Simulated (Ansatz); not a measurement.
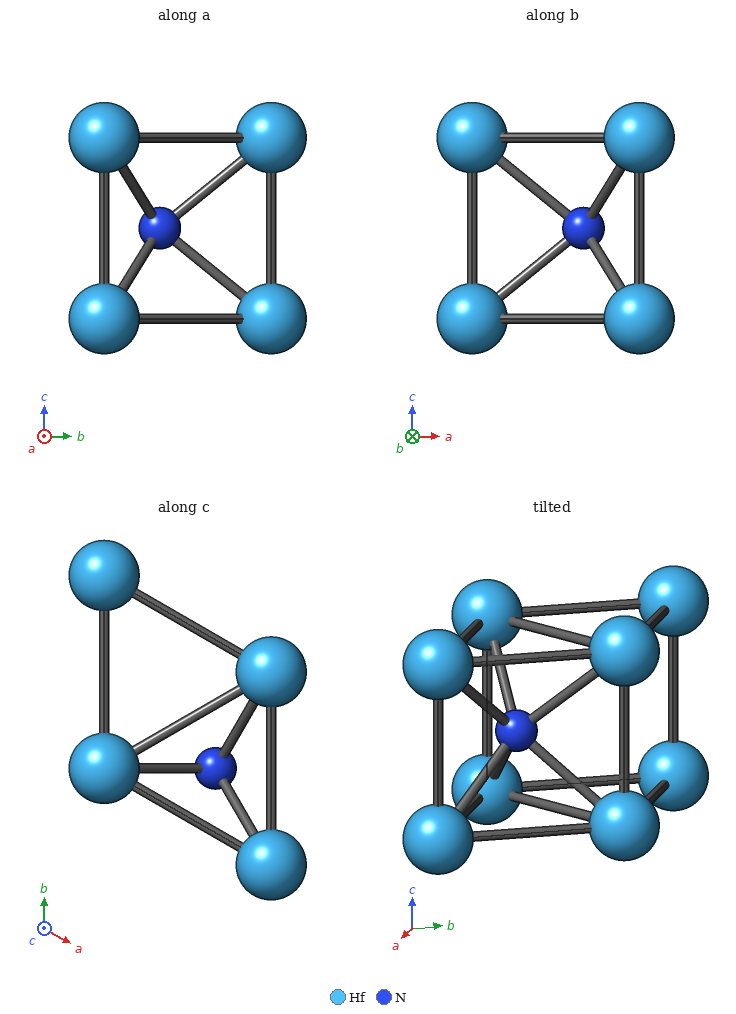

Shown here is a ball-and-stick view of the crystal, taken along the a axis, along the b axis, along the c axis and slightly off an axis. The edges of the conventional unit cell are marked.

Lattice parameters: a = 3.1002 Å, b = 3.1002 Å, c = 2.9109 Å, α = 90.000°, β = 90.000°, γ = 120.000°.

### Convert the drawing into a CIF in P1 with every atom of the cell.

```cif
data_structure
_symmetry_space_group_name_H-M 'P 1'
_symmetry_Int_Tables_number 1
_cell_length_a 3.1002
_cell_length_b 3.1002
_cell_length_c 2.9109
_cell_angle_alpha 90.000
_cell_angle_beta 90.000
_cell_angle_gamma 120.000
_cell_volume 24.23
loop_
_atom_site_label
_atom_site_type_symbol
_atom_site_fract_x
_atom_site_fract_y
_atom_site_fract_z
_atom_site_occupancy
Hf1 Hf 0.0000 0.0000 0.0000 1
N1 N 0.6667 0.3333 0.5000 1
```

Its origin is a structure type filled with these elements by a generator (whether the compound takes this form wasn't checked). The final geometry of a relaxation with Ansatz, DFT PBE, scalar-relativistic, plane waves, PAW is shown.
